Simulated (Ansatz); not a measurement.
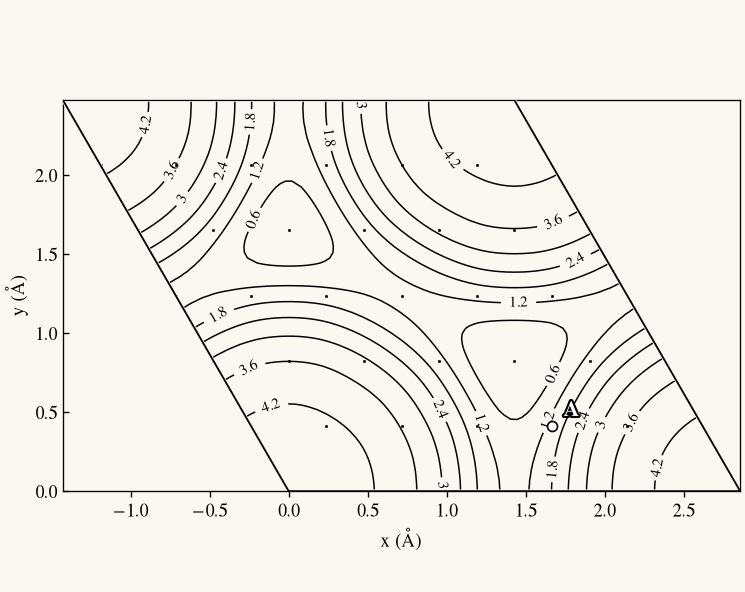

O on an Al(111) slab cut from the Fm-3m phase, its upper half relaxed before the scan (3 atoms of substrate and one adsorbate in a 1 × 1 cell). O is moved over the surface cell; relaxed at each place: the height of the adsorbate's atoms; substrate rigid; the origin of the map has the adsorbate above Al3. Places are given modulo a cell vector. The map is drawn in real space over the plane of the surface. The scan uses a 6 × 6 grid; 10 points were computed and 26 follow by symmetry. Energies: eV, counted from the lowest grid point. With one adsorbate in each 1 × 1 cell, its nearest image is 2.9 Å away, so neighbouring adsorbates interact. These are results of Ansatz, DFT PBE, scalar-relativistic, plane waves, PAW, not measurements. Settings: cutoff 420 eV, k-mesh 9×9×1, gaussian smearing 0.1 eV, no spin polarisation.

The picture shows contour lines labelled in eV, dots at the grid points, the outline of one cell of the plane, the point A. Between grid points the surface is interpolated.

Question: Which way does the force act at A, and how strong is it?

Answer: A, at (4/6, 1/6) of the cell vectors, is not a stationary point. The computed force is 5.7 eV/Å in the plane, pointing left in the picture (components −5.3 and 2.2 eV/Å).
